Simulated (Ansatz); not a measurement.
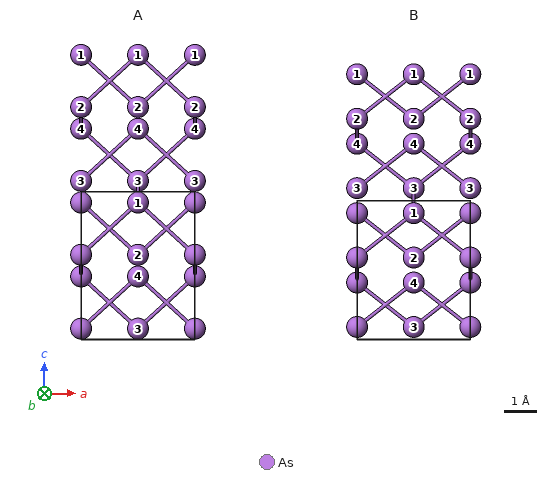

Two geometries of a crystal of As (set up in Cmce), drawn at one scale. One is the start of a relaxation, the other its converged end. A ball-and-stick model of the conventional cell (2 times the calculation's cell), repeated 1 × 1 × 2 with one cell outlined, seen along the b axis. Lengths and directions refer to the drawn axes.

Computed with DFT, r2SCAN, plane waves (500 eV) with PAW, scalar-relativistic (Ansatz). Settings: plane-wave cutoff 500 eV; k-point mesh 9 × 9 × 7; occupations fermi dirac; smearing width 0.1 eV; no spin polarisation; cell and atoms relaxed; force threshold 0.01 eV/Å; at most 60 steps.

### Which one is relaxed?

Structure A is the relaxed one. Phase: black arsenic (Cmce). The largest moves relative to the cell, 0.11 Å, are those of As1, As2, As3 and As4. As1 goes along [0 −1 3]. The volume changes by +11.2 %, with a 3.630 → 3.648 Å (+0.5 %), b 10.960 → 11.401 Å (+4.0 %), c 4.450 → 4.735 Å (+6.4 %). Some distances before and after: As1–As3 2.293 → 2.477 Å, As1–As2 2.307 → 2.474 Å. Among the angles between lasting bonds that change: As2–As1–As2 103.8° → 95.0°. The space group stays Cmce (No. 64). The energy falls by 1.060 eV per cell of the calculation in 4 accepted moves (5 points after the start). The largest force component goes from 2.1 to 0.0067 eV/Å. The pressure goes from 15.97 to 0.02 GPa. The SCF was repeated once at an unchanged geometry on a basis and grid sized afresh for the cell, which shifted the energy by 1.3 meV per cell of the calculation at most. The run took 4.3 min on 1 thread of Intel(R) Xeon(R) Platinum 8259CL CPU @ 2.50GHz (Skylake/Cascade Lake), on a shared host, peak memory 1.1 GiB.
